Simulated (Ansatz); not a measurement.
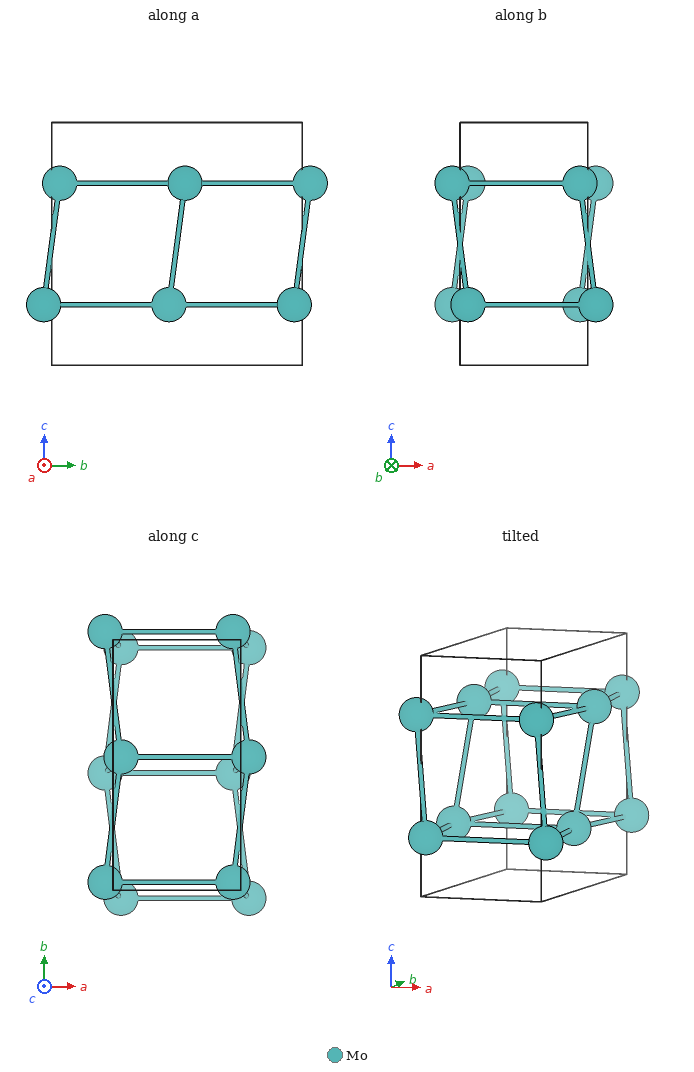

The image is a ball-and-stick drawing of a crystal, viewed along the a axis, along the b axis, along the c axis and slightly off an axis. The parallelepiped is the conventional unit cell.

Lattice parameters: a = 3.825 Å, b = 7.497 Å, c = 7.266 Å, α = 90.00°, β = 90.00°, γ = 90.00°.

Q: Record the structure as a table of Wyckoff sites, with free fractional coordinates to two decimals.

A: Space group Pbcm (No. 57).
```tsv
atom	site	x	y	z
Mo	4d	0.06	0.97	0.25
```

The picture shows a generated cell, made by putting these elements into a known structure type (the compound may or may not exist in this form); the geometry isn't optimised. Ansatz was used for an electronic-structure calculation on it.

At this level of theory the cell isn't at rest (stretched, at -8 GPa), so its distances can differ from those at equilibrium, the more so the softer the solid.
